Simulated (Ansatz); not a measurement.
Zn25O24: geometry relaxation (part 3 of 3)

Zn25O24 (defect cell, 49 atoms in the cell); DFT PBE, scalar-relativistic, plane waves, PAW, no spin polarisation (Ansatz 0.2.0); cutoff 420 eV, 2×2×2 k-mesh, Gaussian smearing of 0.01 eV. The structure derives from a Materials Project entry. It belongs to a series of runs on one base structure; here: Zn interstitial, charge +0, atoms relaxed at the host's cell.

Output, continued:
```
  k-point 1: bands = ["-10.7879", "-10.5526", "-10.5092", "-10.4753", "-10.3537", "-10.3179", "-10.2826", "-10.2368", "-10.2301", "-10.2118", ... 61 levels left out ..., "1.8247", "1.8369", "1.8463", "1.8676", "1.8733", "1.8875", "1.8984", "1.9284", "1.9330", "1.9414", "1.9566", "1.9730", "1.9796", "1.9957", "2.0269", "2.0316", "2.0536", "2.0747", "2.0872", "2.1054", "2.1234", "2.1361", "2.1577", "2.1923", "2.2003", "2.2173", "2.2351", "2.2456", "2.2680",
      "2.3026", "2.3192", "2.3519", "2.3806", "2.4302", "2.4591", "2.4763", "2.5023", "2.5201", "2.5428", "2.5649", "2.5832", "2.6078", "2.6171", "2.6312", "2.6427", "2.6733", "2.6817", "2.6892", "2.7004", "2.7146", "2.7247", "2.7367", "2.7390", "2.7510", "2.7611", "2.7675", "2.7777", "2.7844", "2.7997", "2.8147", "2.8289", "2.8377", "2.8460", "2.8586", "2.8655", "2.8711", "2.8814", "2.8964", "2.9065",
      "2.9279", "2.9317", "2.9461", "2.9558", "2.9818", "3.0164", "3.0346", "3.0737", "3.0993", "3.1554", "3.2879", "3.3055", "3.3369", "3.3797", "3.4297", "3.4471", "3.4801", "3.6285", "3.6445", "3.6552", "3.7266", "3.7816", "3.7927", "3.8356", "3.8601", "3.9058", "3.9485", "3.9735", "4.0738", "4.3242", "4.3524", "4.4094", "4.5091", "4.5412", "4.6341", "4.7220", "4.7582", "4.7935", "4.8835", "4.9265",
      "4.9845", "5.0144", "5.0652", "5.1167", "5.1637", "5.2004", "5.2574", "5.3607", "5.4208", "5.4772", "5.5218", "5.5749", "5.5990", "5.6304", "5.6610", "5.7199", "5.7456", "5.7744", "5.8088", "5.8365", "5.8832", "5.9137", "5.9461", "5.9721", "6.0107", "6.0324", "6.0518", "6.1071", "6.1280", "6.1746", "6.1954", "6.2834", "6.3351", "6.3956", "6.4179", "6.4865", "6.5184", "6.5635", "6.5786", "6.8298",
      "6.8818", "8.8903", "10.2125", "10.4097", "10.4809", "11.2576", "11.6195", "11.7144", "11.9034", "12.1132", "12.3905", "12.5539", "12.6440", "12.7405", "12.8042", "12.9216", "12.9742", "13.1297", "13.2617", "13.4349", "13.6556", "14.0444", "14.1326", "14.2135", "14.2674", "14.4465", "14.6446", "14.8107", "14.9572", "15.0074", "15.0634", "15.1630", "15.1830", "15.2395", "15.3410", "15.4052", "15.4255", "15.4579", "15.4998", "15.5383",
      "15.6088", "15.6325", "15.7531", "15.7897", "16.1526", "16.3244", "16.5058", "16.6057", "16.7012", "16.8648", "16.9803"]
--- Relaxed structure (6 steps of the walk, 6 accepted, 0 SCFs on fresh bases) ---
  F+E_penalty+E_count = -96600.39119218 eV   max|allowed force component| = 6.061e-3 eV/Å
  atoms:
    - { symbol: Zn, position: [0.33538079976719326, 0.6660161850525188, 0.5056308217507578] }
    - { symbol: Zn, position: [0.6660161850525187, 0.5056308217507577, 0.33538079976719326] }
    - { symbol: Zn, position: [-0.0008158618077660496, 0.8321025082905877, 0.670327760094916] }
    - { symbol: Zn, position: [0.16672061601107596, 0.4900260948148174, 0.8297482265957707] }
    - { symbol: Zn, position: [0.49002609481481735, 0.8297482265957706, 0.16672061601107602] }
    - { symbol: Zn, position: [0.17262192846011346, -0.0032985303774786534, 0.35391964002571813] }
    - { symbol: Zn, position: [0.5056308217507578, 0.33538079976719326, 0.6660161850525188] }
    - { symbol: Zn, position: [0.8321025082905875, 0.670327760094916, -0.0008158618077660496] }
    - { symbol: Zn, position: [0.8297482265957705, 0.16672061601107585, 0.4900260948148174] }
    - { symbol: Zn, position: [0.35391964002571796, 0.17262192846011348, -0.0032985303774786257] }
    - { symbol: Zn, position: [0.670327760094916, -0.0008158618077660496, 0.8321025082905877] }
    - { symbol: Zn, position: [-0.0032985303774786257, 0.3539196400257181, 0.17262192846011348] }
    - { symbol: Zn, position: [0.33975528602453603, 0.49570392886488945, 0.1714003372195964] }
    - { symbol: Zn, position: [0.6744513166289834, 0.334971236946379, 0.0004956030836015257] }
    - { symbol: Zn, position: [0.0004956030836015257, 0.6744513166289836, 0.33497123694637915] }
    - { symbol: Zn, position: [0.17140033721959647, 0.3397552860245361, 0.49570392886488956] }
    - { symbol: Zn, position: [0.5077286541301409, 0.6630794831224597, 0.8338773721652857] }
    - { symbol: Zn, position: [0.17454732535461237, 0.7988480222871632, -0.011433638796209733] }
    - { symbol: Zn, position: [0.49570392886488956, 0.1714003372195964, 0.3397552860245361] }
    - { symbol: Zn, position: [0.8338773721652857, 0.507728654130141, 0.6630794831224597] }
    - { symbol: Zn, position: [0.798848022287163, -0.011433638796209789, 0.1745473253546124] }
    - { symbol: Zn, position: [0.3349712369463791, 0.0004956030836014702, 0.6744513166289834] }
    - { symbol: Zn, position: [0.6630794831224597, 0.8338773721652857, 0.507728654130141] }
    - { symbol: Zn, position: [-0.011433638796209622, 0.17454732535461243, 0.7988480222871632] }
    - { symbol: O, position: [0.4578309511002872, 0.7931661614240257, 0.633342159454022] }
    - { symbol: O, position: [0.7931661614240256, 0.6333421594540218, 0.45783095110028704] }
    - { symbol: O, position: [0.12463548619412002, 0.9613244420005381, 0.8009523099128907] }
    - { symbol: O, position: [0.3028748621444047, 0.6058963071553203, 0.9566220201965134] }
    - { symbol: O, position: [0.6058963071553201, 0.9566220201965132, 0.30287486214440446] }
    - { symbol: O, position: [0.2924275470601369, 0.12921390850293385, 0.4685287885473097] }
    - { symbol: O, position: [0.633342159454022, 0.45783095110028715, 0.7931661614240257] }
    - { symbol: O, position: [0.9613244420005378, 0.8009523099128905, 0.1246354861941199] }
    - { symbol: O, position: [0.956622020196513, 0.3028748621444045, 0.6058963071553202] }
    - { symbol: O, position: [0.4685287885473096, 0.29242754706013685, 0.12921390850293388] }
    - { symbol: O, position: [0.8009523099128905, 0.1246354861941198, 0.961324442000538] }
    - { symbol: O, position: [0.12921390850293377, 0.46852878854730956, 0.29242754706013685] }
    - { symbol: O, position: [0.4572219399380453, 0.6270929142556121, 0.29663958185219286] }
    - { symbol: O, position: [0.7912910802242713, 0.4664004839755936, 0.12775379997596492] }
    - { symbol: O, position: [0.12775379997596503, 0.7912910802242714, 0.4664004839755937] }
    - { symbol: O, position: [0.2966395818521928, 0.45722193993804516, 0.6270929142556121] }
    - { symbol: O, position: [0.6245881528750115, 0.7964441412398563, 0.9631246879169257] }
    - { symbol: O, position: [0.28192406262600644, 0.9630744100419797, 0.12453145454320225] }
    - { symbol: O, position: [0.627092914255612, 0.29663958185219275, 0.4572219399380453] }
    - { symbol: O, position: [0.9631246879169257, 0.6245881528750113, 0.7964441412398562] }
    - { symbol: O, position: [0.9630744100419795, 0.12453145454320197, 0.2819240626260065] }
    - { symbol: O, position: [0.4664004839755935, 0.12775379997596487, 0.7912910802242713] }
    - { symbol: O, position: [0.7964441412398561, 0.9631246879169256, 0.6245881528750113] }
    - { symbol: O, position: [0.12453145454320214, 0.2819240626260064, 0.9630744100419797] }
    - { symbol: Zn, position: [0.06321767553317437, 0.06321767553317438, 0.06321767553317437] }
```

Trajectory as extended XYZ (Å, eV, eV/Å), 2 of the 6 frames kept, from step=1 to step=6:
```
49
Lattice="-3.2794 5.6801 5.2932 -3.2794 -5.6801 5.2932 6.5588 -0.0000 5.2932" Properties=species:S:1:pos:R:3:forces:R:3 step=1 energy=-96598.65215
Zn    0.0000   -1.8934    7.9430    0.0107   0.0443   0.0515
Zn   -1.6397    0.9467    7.9430    0.0330  -0.0314   0.0515
Zn    1.6397   -4.7334    7.9430    0.0335  -0.0120  -0.1845
Zn    3.2794   -1.8934    7.9430   -0.5061  -0.2850   0.1374
Zn   -3.2794   -1.8934    7.9430    0.0063   0.5808   0.1374
Zn    1.6397    0.9467    2.6498    1.4078   0.8092   1.2621
Zn    1.6397    0.9467    7.9430   -0.0437  -0.0129   0.0515
Zn   -4.9191    0.9467    7.9430   -0.0271  -0.0230  -0.1845
Zn    0.0000    3.7867    7.9430    0.4999  -0.2958   0.1374
Zn   -1.6397    0.9467    2.6498   -1.4047   0.8146   1.2621
Zn    3.2794    3.7867    7.9430   -0.0063   0.0350  -0.1845
Zn    0.0000   -1.8934    2.6498   -0.0031  -1.6238   1.2621
Zn   -1.6397   -0.9467    5.2964    0.0198   0.0183   0.0979
Zn   -3.2794    1.8934    5.2964   -0.0626  -0.2025   0.0234
Zn    0.0000   -3.7867    5.2964    0.2066   0.0470   0.0234
Zn    1.6397   -0.9467    5.2964   -0.0258   0.0080   0.0979
Zn    1.6397   -0.9467   10.5897   -0.0864   0.0561  -0.0024
Zn   -3.2794   -3.7867    5.2964    0.0011   2.7420  -2.0021
Zn    0.0000    1.8934    5.2964    0.0060  -0.0263   0.0979
Zn    0.0000    1.8934   10.5897   -0.0054  -0.1029  -0.0024
Zn   -1.6397    4.7334    5.2964    2.3741  -1.3719  -2.0021
Zn    3.2794    1.8934    5.2964   -0.1440   0.1554   0.0234
Zn   -1.6397   -0.9467   10.5897    0.0918   0.0468  -0.0024
Zn    4.9191   -0.9467    5.2964   -2.3752  -1.3701  -2.0021
O     0.0000   -1.8934    9.9497   -0.0060  -0.0359   0.0005
O    -1.6397    0.9467    9.9497   -0.0281   0.0232   0.0005
O     1.6397   -4.7334    9.9497   -0.2485   0.1402  -0.1803
O     3.2794   -1.8934    9.9497    0.0525  -0.2877   0.0432
O    -3.2794   -1.8934    9.9497   -0.2754   0.0984   0.0432
O     1.6397    0.9467    4.6565   -0.0148  -0.0031  -0.1968
O     1.6397    0.9467    9.9497    0.0341   0.0127   0.0005
O    -4.9191    0.9467    9.9497    0.2457   0.1451  -0.1803
O     0.0000    3.7867    9.9497    0.2229   0.1893   0.0432
O    -1.6397    0.9467    4.6565    0.0101  -0.0113  -0.1968
O     3.2794    3.7867    9.9497    0.0028  -0.2853  -0.1803
O     0.0000   -1.8934    4.6565    0.0047   0.0144  -0.1968
O    -1.6397   -0.9467    7.3031   -0.0664  -0.0703  -0.0255
O    -3.2794    1.8934    7.3031   -0.0005   0.2077   0.0164
O     0.0000   -3.7867    7.3031   -0.1797  -0.1043   0.0164
O     1.6397   -0.9467    7.3031    0.0941  -0.0224  -0.0255
O     1.6397   -0.9467   12.5963    0.0532  -0.0599   0.0358
O    -3.2794   -3.7867    7.3031    0.0009   0.4385   0.4175
O     0.0000    1.8934    7.3031   -0.0276   0.0927  -0.0255
O     0.0000    1.8934   12.5963    0.0253   0.0760   0.0358
O    -1.6397    4.7334    7.3031    0.3793  -0.2201   0.4175
O     3.2794    1.8934    7.3031    0.1801  -0.1035   0.0164
O    -1.6397   -0.9467   12.5963   -0.0785  -0.0161   0.0358
O     4.9191   -0.9467    7.3031   -0.3802  -0.2185   0.4175
Zn    0.0000    0.0000    1.1028    0.0000   0.0000   1.5176
49
Lattice="-3.2794 5.6801 5.2932 -3.2794 -5.6801 5.2932 6.5588 -0.0000 5.2932" Properties=species:S:1:pos:R:3:forces:R:3 step=6 energy=-96600.39119
Zn    0.0323   -1.8780    7.9771   -0.0002   0.0006   0.0004
Zn   -1.6426    0.9110    7.9771    0.0006  -0.0001   0.0004
Zn    1.6704   -4.7310    7.9484    0.0006  -0.0001  -0.0002
Zn    3.2884   -1.8364    7.8684   -0.0061  -0.0007   0.0014
Zn   -3.2346   -1.9296    7.8684    0.0024   0.0056   0.0014
Zn    1.7660    0.9992    2.7696    0.0013   0.0019   0.0017
Zn    1.6102    0.9670    7.9771   -0.0004  -0.0005   0.0004
Zn   -4.9324    0.9189    7.9484   -0.0004  -0.0004  -0.0002
Zn   -0.0538    3.7660    7.8684    0.0036  -0.0049   0.0014
Zn   -1.7484    1.0298    2.7696   -0.0023   0.0002   0.0017
Zn    3.2620    3.8121    7.9484   -0.0002   0.0005  -0.0002
Zn   -0.0176   -2.0290    2.7696    0.0010  -0.0021   0.0017
Zn   -1.6156   -0.8858    5.3295   -0.0017  -0.0002   0.0005
Zn   -3.3070    1.9283    5.3457    0.0002   0.0005  -0.0007
Zn   -0.0164   -3.8281    5.3457   -0.0005  -0.0001  -0.0007
Zn    1.5749   -0.9563    5.3295    0.0010  -0.0014   0.0005
Zn    1.6297   -0.8824   10.6113   -0.0007  -0.0015  -0.0015
Zn   -3.2671   -3.5461    5.0919    0.0031   0.0045  -0.0015
Zn    0.0407    1.8421    5.3295    0.0007   0.0015   0.0005
Zn   -0.0507    1.8525   10.6113    0.0016   0.0002  -0.0015
Zn   -1.4374    4.6025    5.0919    0.0023  -0.0050  -0.0015
Zn    3.3235    1.8998    5.3457    0.0003  -0.0004  -0.0007
Zn   -1.5790   -0.9701   10.6113   -0.0010   0.0013  -0.0015
Zn    4.7046   -1.0564    5.0919   -0.0055   0.0005  -0.0015
O     0.0514   -1.9047    9.9742   -0.0022   0.0001  -0.0015
O    -1.6753    0.9078    9.9742    0.0012   0.0019  -0.0015
O     1.6920   -4.7525    9.9879   -0.0024  -0.0009  -0.0015
O     3.2941   -1.7212    9.8740    0.0013  -0.0026  -0.0001
O    -3.1376   -1.9921    9.8740   -0.0029   0.0002  -0.0001
O     1.6903    0.9271    4.7119    0.0020  -0.0016  -0.0004
O     1.6238    0.9969    9.9742    0.0010  -0.0020  -0.0015
O    -4.9617    0.9109    9.9879    0.0004   0.0025  -0.0015
O    -0.1564    3.7133    9.8740    0.0016   0.0024  -0.0001
O    -1.6480    1.0003    4.7119    0.0004   0.0026  -0.0004
O     3.2698    3.8415    9.9879    0.0019  -0.0016  -0.0015
O    -0.0423   -1.9273    4.7119   -0.0024  -0.0009  -0.0004
O    -1.6103   -0.9649    7.3097   -0.0019  -0.0004   0.0001
O    -3.2866    1.8454    7.3335   -0.0002   0.0012   0.0022
O     0.0451   -3.7689    7.3335   -0.0009  -0.0008   0.0022
O     1.6408   -0.9121    7.3097    0.0013  -0.0015   0.0001
O     1.6568   -0.9762   12.6199   -0.0020   0.0000  -0.0009
O    -3.2661   -3.8690    7.2492   -0.0007   0.0047   0.0024
O    -0.0305    1.8770    7.3097    0.0007   0.0019   0.0001
O     0.0170    1.9229   12.6199    0.0010  -0.0017  -0.0009
O    -1.7176    4.7630    7.2492    0.0044  -0.0017   0.0024
O     3.2414    1.9235    7.3335    0.0011  -0.0004   0.0022
O    -1.6738   -0.9468   12.6199    0.0010   0.0017  -0.0009
O     4.9837   -0.8940    7.2492   -0.0037  -0.0030   0.0024
Zn    0.0000    0.0000    1.0039    0.0000   0.0000  -0.0011
```

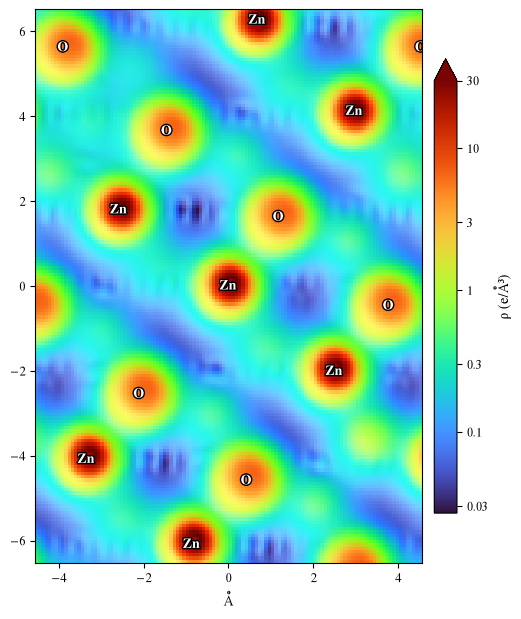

Fig. 1: Valence electron density on the (11̄0) plane of the calculation cell. Atoms in the plane: Zn and O. Zn–O (1.98 Å): the density is about 0.59 e/Å³ at the midpoint. Zn–O (2.01 Å): the density is about 0.55 e/Å³ at the midpoint. Zn–O (2.18 Å): the density is about 0.39 e/Å³ at the midpoint. Away from the nuclei the density in this plane falls to 0.03 e/Å³ at its lowest. The fields are those of the smooth PAW valence density.

Key numbers:

```tsv
quantity	value
outcome	converged
electrons treated	444
free energy	−96600.3912 eV
Fermi energy	9.551 eV
gap on the k-point mesh	1.32 eV
final volume	591.59 Å³
largest force (length of the vector) at the end	0.006 eV/Å
hardware	4 threads of Arm Neoverse V1, 24 GiB of memory available, shared host
wall time	2.6 min (CPU time 10 min)
peak memory	1.8 GiB
```
